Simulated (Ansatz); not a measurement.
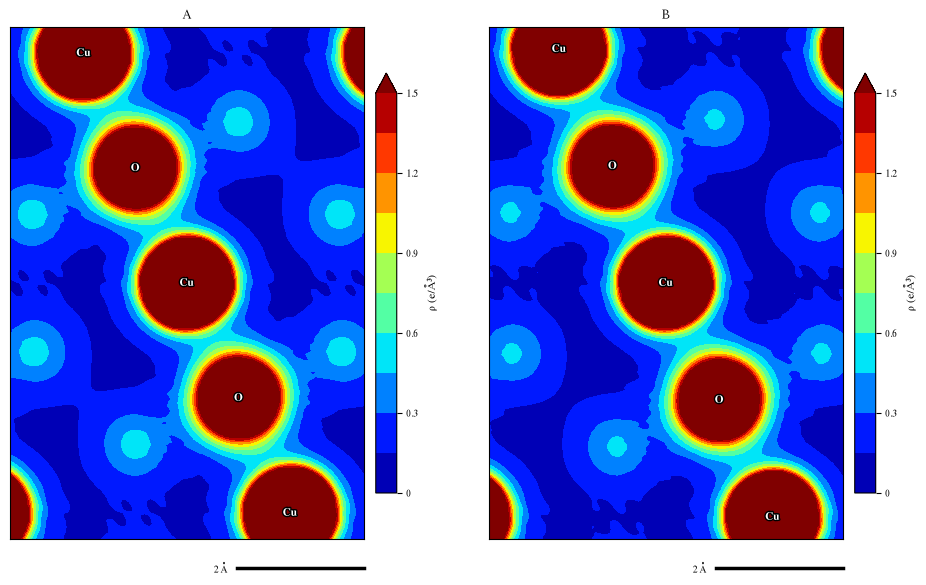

Cu$_{3}$O$_{2}$. The valence electron density of two cells that differ in size and shape, on the (101̄) plane of each (indices in the axes of the calculation cell), at one length scale and on one colour scale; one has 12.6 and the other 13.1 Å³ an atom.

Computed with DFT PBE, scalar-relativistic, plane waves, PAW in Ansatz.

The larger cell:

```
Cu O
1.0
    -2.03334    2.03334    3.96440
     2.03334   -2.03334    3.96440
     2.03334    2.03334   -3.96440
Cu O
3 2
Cartesian
  2.0333 0.0000 1.9822
  0.0000 2.0333 1.9822
  0.0000 0.0000 0.0000
  2.0333 0.0000 0.0000
  0.0000 2.0333 0.0000
```

The smaller cell: a = 4.864 Å, b = 4.864 Å, c = 4.864 Å, α = 131.63°, β = 131.63°, γ = 70.81°.

Which is the denser cell? Describe the effect of the change.

Panel A is the smaller cell, by 4 % in volume. From the larger cell to the smaller, Cu–O goes from 2.03 to 1.99 Å, and the density at its midpoint from 0.52 to 0.57 e/Å³; the pressure goes from −12 to −9 GPa.

PAW datasets: the set soft_1.
